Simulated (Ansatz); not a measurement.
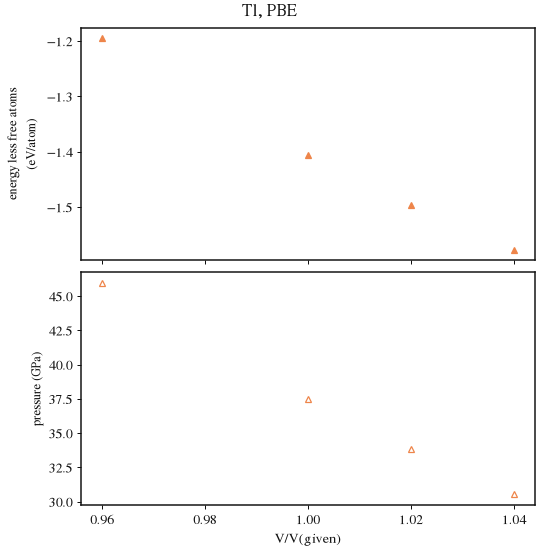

The plot gives the computed energy less free atoms and pressure against V/V(given) for Tl, space group Fm-3m (No. 225).

Cell as given: a = 3.062 Å, b = 3.062 Å, c = 3.062 Å, α = 60.00°, β = 60.00°, γ = 60.00°; 1 atom.

Calculation (Ansatz 0.2.0): periodic Kohn-Sham DFT of a crystal at fixed atoms, scaled to the stated factor times the given cell; pressure positive in compression, energy less spherical unpolarised free atoms. Level: PBE, no spin-orbit coupling.

- method: all-electron LAPW
- relativity: scalar
- k mesh: 16×16×16
- occupations: Fermi–Dirac
- smearing width: 0.05 eV
- basis error target: 1 (meV/atom)
- nucleus: Gaussian

V(given) is 20.30 Å³/atom.

The point at V/V(given) 0.98 is left out of the plot. What does the calculation give there?

```
V/V(given)  energy less free atoms (eV/atom)  pressure (GPa)
      0.98                           -1.3057            41.5
```

Keep in mind: no spin-orbit coupling on heavy atoms; the volumes run don't bracket the minimum of the energy, so any equilibrium value is extrapolated.
